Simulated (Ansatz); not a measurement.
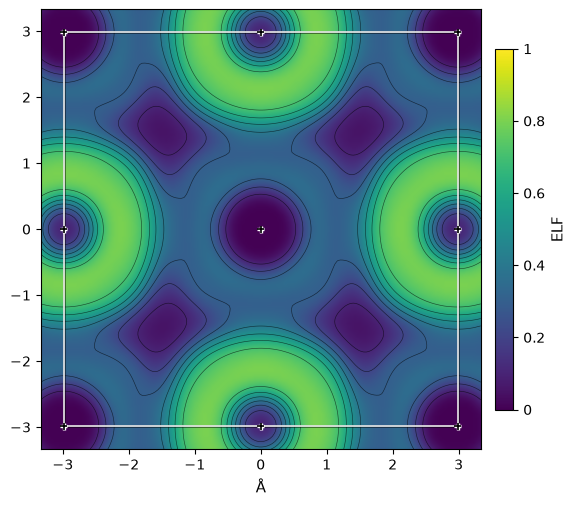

The electron localisation function on a plane through atoms (crosses mark nuclei in the plane).

Method: DFT, r2SCAN, plane waves, PAW in Ansatz.

Candidates:
A. SnSe, a = 5.97 Å, b = 5.97 Å, c = 5.97 Å, α = 90.00°, β = 90.00°, γ = 90.00°. Space group Fm-3m; started from the measured structure prototype, which need not be the ambient phase.
B. ZnSe, a = 4.01 Å, b = 4.01 Å, c = 5.80 Å, α = 90.00°, β = 90.00°, γ = 90.00°. Space group I-4m2; started from the measured structure prototype, which need not be the ambient phase; changed on purpose from its base cell (uniaxial x strain +2.4%).

Which candidate gave the map?

Answer. Candidate A: SnSe on the (001) plane of the conventional cell, which holds Sn and Se. Sn–Se (2.98 Å): the ELF is about 0.40 at the midpoint and 0.30 at its lowest between the atoms.
